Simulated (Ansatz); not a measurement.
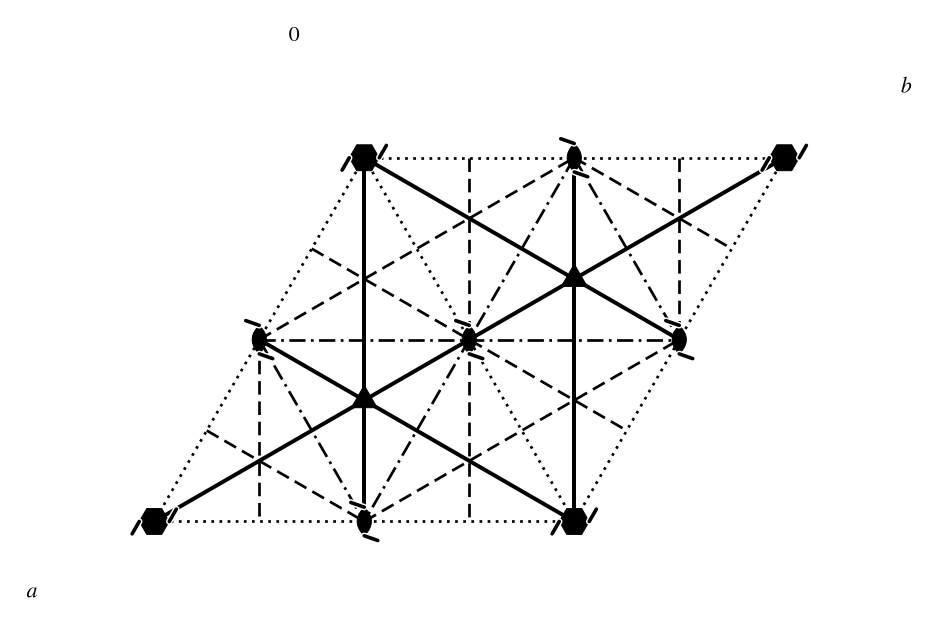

Symmetry elements of a space group, projected down c, computed from the operations of a computed or model structure of composition ZnO.

Graphical symbols as in the International Tables (origin upper left, heights as fractions; handed screw axes are marked by their printed symbols).

Question: Give the Hermann–Mauguin symbol and number.

Answer: No. 186, P6_3mc; primitive hexagonal, point group 6mm, 12 general positions a cell.

Question: List the elements shown.

Answer: 6₃ axes along c at (0, 0); 3 axes along c at (1/3, 2/3), (2/3, 1/3); 2₁ axes along c at (0, 1/2), (1/2, 0), (1/2, 1/2); mirror planes holding c and [1 2 0] or [2 1 0] or [−1 1 0]; in-plane glide planes holding c and [1 2 0] or [2 1 0] or [−1 1 0]; c glide planes normal to a*, at x = 0; n glide planes normal to a*, at x = 1/2; c glide planes normal to b*, at y = 0; n glide planes normal to b*, at y = 1/2; c glide planes holding c and [1 1 0]; diagonal glide planes holding c and [1 1 0]. Heights repeat every half period; positions are (a, b) fractions, modulo 1.

Question: Write the general positions (in any order).

Answer: x, y, z; x−y, x, z+1/2; −y, x−y, z; −x, −y, z+1/2; −x+y, −x, z; y, −x+y, z+1/2; y, x, z+1/2; x, x−y, z; x−y, −y, z+1/2; −y, −x, z; −x, −x+y, z+1/2; −x+y, y, z
